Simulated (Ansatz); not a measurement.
**A series of single points on Ga**

System: Ga (I4/mmm, 1 atom in the cell).
Method: Kohn-Sham DFT of a periodic cell, PBEsol, all-electron LAPW, scalar-relativistic, no spin polarisation (Ansatz 0.2.0).

The 7 runs differ only in the geometry, by an even scaling of the cell at fixed fractional positions. The structure derives from a Materials Project entry.

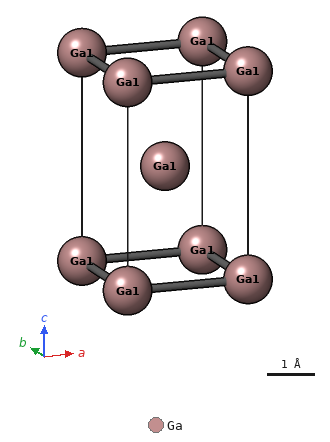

Figure 1. The structure of run 4 (ball-and-stick view of the cell 2 times as large as that of the calculation, set on its symmetry axes, seen slightly off an axis; atoms are numbered from 1 in the order of the input).

**Input of run 4**
```yaml
crystal:
  lattice:
    - [-1.3843987196, 1.3843987196, 2.3112238365]
    - [1.3843987196, -1.3843987196, 2.3112238365]
    - [1.3843987196, 1.3843987196, -2.3112238365]
  atoms:
    - { symbol: Ga, position: [0.0, 0.0, 0.0] }
kpoints:
  mp_grid: { grid: [13, 13, 13] }
scf:
  occupations: { method: fermi_dirac, width: 0.05 }
hamiltonian:
  xc: pbesol
  pseudopotentials: { kind: all_electron, lapw: { basis_error: 0.001 } }
output:
  forces: true
  stress: true
  eigenvalues: true
```

Command:
```bash
ansatz run input.yaml --threads 1 --pin off --max-ram 3072MiB --backend cpu --events-out ev --progress --plain --runs-dir out
```

Run 3 differs from it as follows:
```diff
-    - [-1.3843987196, 1.3843987196, 2.3112238365]
-    - [1.3843987196, -1.3843987196, 2.3112238365]
-    - [1.3843987196, 1.3843987196, -2.3112238365]
+    - [-1.3751071731, 1.3751071731, 2.2957117997]
+    - [1.3751071731, -1.3751071731, 2.2957117997]
+    - [1.3751071731, 1.3751071731, -2.2957117997]
```

**Results, with one run withheld**

| run | volume per atom (Å³) | free energy per atom, from the lowest run given (meV) | pressure (GPa) |
| --- | --- | --- | --- |
| 1 | 16.655 | 11.95 | 4.15 |
| 2 | 17.010 | 4.63 | 2.50 |
| 3 | 17.364 | ? | ? |
| 4 | 17.718 | 0.00 | −0.28 |
| 5 | 18.073 | 1.93 | −1.43 |
| 6 | 18.427 | 6.22 | −2.42 |
| 7 | 18.781 | 12.56 | −3.29 |

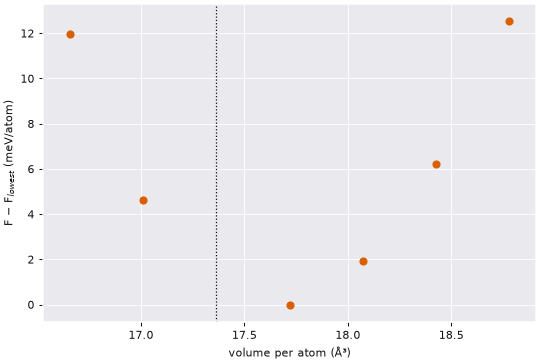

Figure 2. Free energy per atom of the runs given; the dotted line marks run 3.

What should run 3 give?

A cubic polynomial in V^(−2/3) (the Birch–Murnaghan form), fitted to the 6 runs given, misses them by at most 0.01 meV per atom. With x = V^(−2/3) − 0.14696 Å⁻², it reads F = 0.078367 − 443.2 x + 3.5122e+05 x² + 1.6737e+06 x³ (meV per atom). At run 3 it gives 0.79 meV per atom, and the run itself gives 0.78. The slope of the fit gives a pressure −dF/dV of 1.01 GPa there, and the run prints 1.02 GPa. The fit has its minimum at 17.637 Å³ per atom, where V d²F/dV² gives 62.3 GPa. Cell shape and fractional positions are held, so this is the stiffness under even scaling; the relaxed bulk modulus wasn't computed.

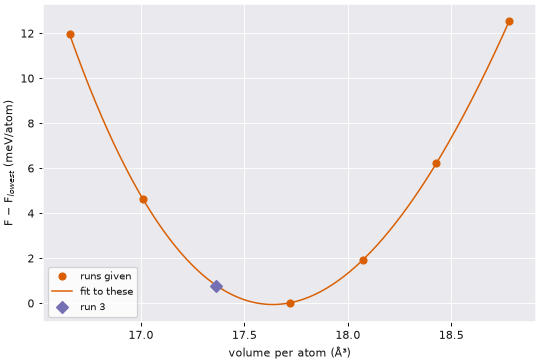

Figure 3. The fit and the withheld run.

**Output, shortened to warnings, some set-up lines, iterations and results (run 3)**
```
Basis set: ecut = 241.69053684438126 eV, 145 PW (Γ), FFT grids on a1+a3, a2+a3, a3, exchange–correlation at level 2
Symmetry: 16 space group operations
k-points: 196 of 2197
Initial density: superposition of atomic densities (chi_scale 0.1, normalization cell)
[...]
SCF iter   1: F=—  HF=-52860.075822 eV  |F-HF|=—  |Δ(HF+E_count)|=         —  Δρ=1.11e-2  dr2=1.28e-2  ethr=6.06e-5  ⟨swp⟩=3.1  Hψ=20271  notcnv=0
SCF iter   2: F=—  HF=-52860.039047 eV  |F-HF|=—  |Δ(HF+E_count)|=   3.68e-2  Δρ=6.04e-3  dr2=4.45e-3  ethr=6.06e-5  ⟨swp⟩=2.0  Hψ=8807  notcnv=0
SCF iter   3: F=—  HF=-52860.032001 eV  |F-HF|=—  |Δ(HF+E_count)|=   7.05e-3  Δρ=4.56e-3  dr2=2.71e-3  ethr=2.12e-5  ⟨swp⟩=2.0  Hψ=8300  notcnv=0
SCF iter   4: F=—  HF=-52860.030860 eV  |F-HF|=—  |Δ(HF+E_count)|=   1.14e-3  Δρ=2.59e-3  dr2=9.59e-4  ethr=1.29e-5  ⟨swp⟩=2.0  Hψ=8303  notcnv=0
SCF iter   5: F=—  HF=-52860.030607 eV  |F-HF|=—  |Δ(HF+E_count)|=   2.53e-4  Δρ=6.70e-4  dr2=7.48e-5  ethr=3.56e-7  ⟨swp⟩=2.0  Hψ=14095  notcnv=0
SCF iter   6: F=—  HF=-52860.030597 eV  |F-HF|=—  |Δ(HF+E_count)|=   9.54e-6  Δρ=9.89e-5  dr2=2.06e-6  ethr=3.56e-7  ⟨swp⟩=2.0  Hψ=8303  notcnv=0
SCF iter   7: F=-52860.030597 eV  HF=-52860.030597 eV  |F-HF|=3.73e-9  |Δ(HF+E_count)|=   2.93e-7  Δρ=1.64e-5  dr2=5.34e-8  ethr=9.81e-9  ⟨swp⟩=2.0  Hψ=8303  notcnv=0
SCF 1 converged in 7 iterations: F = -52860.030597 eV  dr2 = 5.34e-8
SCF converged after 7 iterations
Free energy (F): -52860.030597 eV
Harris-Foulkes:  -52860.030597 eV  (|F-HF|=3.73e-9)
Internal energy: -52860.027862 eV  (E = F + TS)
E sigma→0 (E₀):  -52860.029230 eV
Entropy (-TS):   -0.002734 eV (-2.734 meV/atom)
Fermi energy:    12.903399 eV
--- Per-component energies (eV) ---
  E_band       = -742.989998
  E_kinetic    = 53894.330266
  E_xc         = -2019.142182
  E_electrostatic = -104735.215946  (all electrons and nuclei)
  E_smearing   = -0.002734  (= −TS)
  E_closure    = 0.000000  (closes the sum)
  E_atoms      = -52856.706127  (free atoms, spherical and without spin; not in F)
  Σ components = -52860.030597   (vs F -52860.030597, Δ=0.00e0)
  Basis errors (estimates in eV, not in F): energy 2.7e-4 per atom: plane waves 2.6e-4 (1.4e-4 summed), levels above the bands 1.2e-132, relativity 9.5e-10, radial functions 1.4e-5, core shells 2.8e-11; eigenvalues (radial functions only) 1.1e-4; not estimated: angular momenta, meshes, grids; …
--- Forces (eV/Å), atoms counted from 1 ---
  atom   1  Ga    -0.00000000     0.00000000     0.00000000
  max |Σ_I F_I| component: 9.24e-32 eV/Å
--- Stress (GPa, compression-positive) ---
        1.146123      -0.000000      -0.000000
       -0.000000       1.146123       0.000000
       -0.000000       0.000000       0.776479
  P = ⅓ Tr σ = 1.0229 GPa (10.229 kbar)
```
